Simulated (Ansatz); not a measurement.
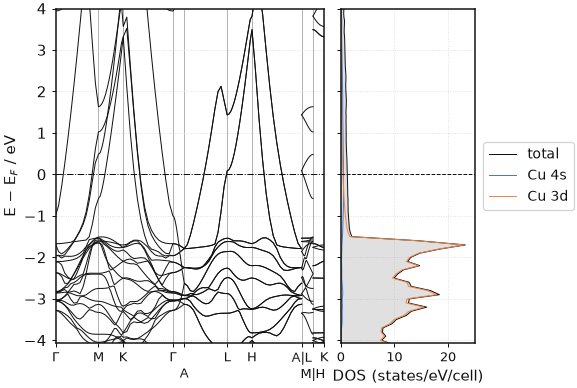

Band structure and density of states. Energies are counted from the Fermi level. The partial curves are projected on Löwdin-orthogonalised atomic shells; they sum to less than the total at higher energies, where shells without a projector contribute.

### Which Bravais lattice do the labels of the path belong to?

A hexagonal (primitive) lattice: the path Γ–M–K–Γ–A–L–H–A|L–M|H–K runs through the special points of its Brillouin zone.

Input of the run:

```
crystal:
  lattice:
    - [2.56704129, 0.0, 0.0]
    - [-1.283520645, 2.2231229697, 0.0]
    - [0.0, 0.0, 8.3865575143]
  atoms:
    - { symbol: Cu, position: [0.0, 0.0, 0.0] }
    - { symbol: Cu, position: [0.3333333333, 0.6666666667, 0.25] }
    - { symbol: Cu, position: [0.0, 0.0, 0.5] }
    - { symbol: Cu, position: [0.6666666667, 0.3333333333, 0.75] }
basis:
  ecutwfc: 500
kpoints:
  mp_grid: { grid: [18, 18, 6] }
  band_path:
    path:
      - [[0.0, 0.0, 0.0], [0.5, 0.0, 0.0], [0.33333333, 0.33333333, 0.0], [0.0, 0.0, 0.0], [0.0, 0.0, 0.5], [0.5, 0.0, 0.5], [0.33333333, 0.33333333, 0.5], [0.0, 0.0, 0.5]]
      - [[0.5, 0.0, 0.5], [0.5, 0.0, 0.0]]
      - [[0.33333333, 0.33333333, 0.5], [0.33333333, 0.33333333, 0.0]]
    npoints: 14
hamiltonian:
  xc: r2scan
scf:
  occupations: { method: gaussian, width: 0.1 }
  n_extra_bands: 10
output:
  forces: true
  stress: true
  eigenvalues: true
  populations: true
  dos: { projected: true, de: 0.02, nscf_kmesh: { grid: [27, 27, 9] } }
  bader: true
  write_density: true
  write_potential: true
  elf: true
  volumetric_format: npy
```

Command:
```bash
ansatz run input.yaml --threads 1 --pin off --max-ram 2560MiB --backend cpu --events-out ev --progress --plain --runs-dir out
```

### Metal, semiconductor or insulator?

A metal: 4 bands cross the Fermi level along this path.

### Where is the tallest peak in the window, and which states make it?

The tallest peak in the window is at −1.7 eV; by projected weight it is Cu 3d almost alone.

### What is the density of states at the Fermi level?

The density of states at the Fermi level is about 1.2 per eV and cell (mean within 0.25 eV), or 0.31 per atom.

### Which states dominate at the Fermi level?

By projected weight, the states within 0.3 eV of the Fermi level are Cu 4s (55 %) and Cu 3d (45 %); the projections cover about 75 % of the total there.

The cell is at −6 GPa in this functional.
